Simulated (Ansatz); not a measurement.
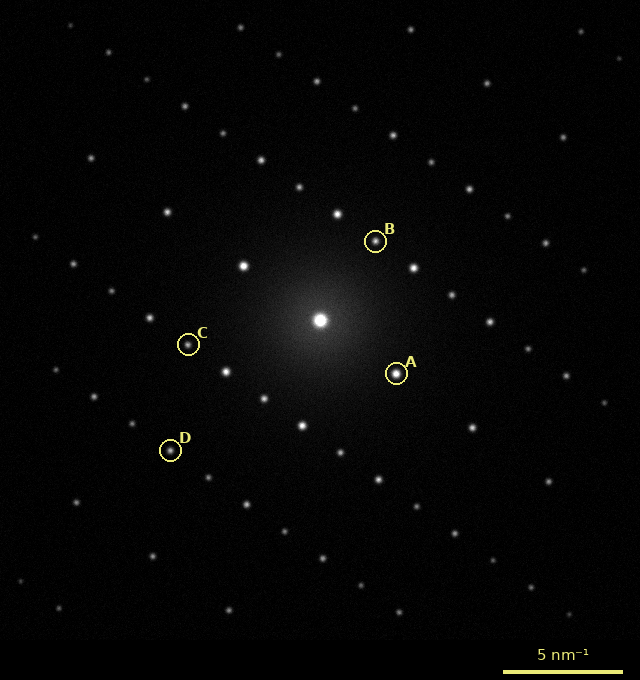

Simulated selected-area electron diffraction pattern (300 kV, kinematic approximation, thin crystal, B = 0.5 Å² for all atoms). The zone axis points towards the electron source and the pattern is seen from the source side.

The sample is Ta, space group P6_3/mmc (No. 194), a = 2.84 Å, c = 5.08 Å (hexagonal axes). Structure: the input geometry of an electronic-structure calculation (not necessarily at equilibrium); the starting structure was generated, so it need not be a known form of this composition.

Spot A is indexed 0 0 -2 and spot B 0 1 0.

Index the other marked spots.

C = −A − B = 0 -1 2 (d = 1.765 Å). D = −(1/2)A − 2B = 0 -2 1 (d = 1.193 Å).

Which zone axis is this?

The cross product of A and B is parallel to [100]; every spot obeys hu + kv + lw = 0.
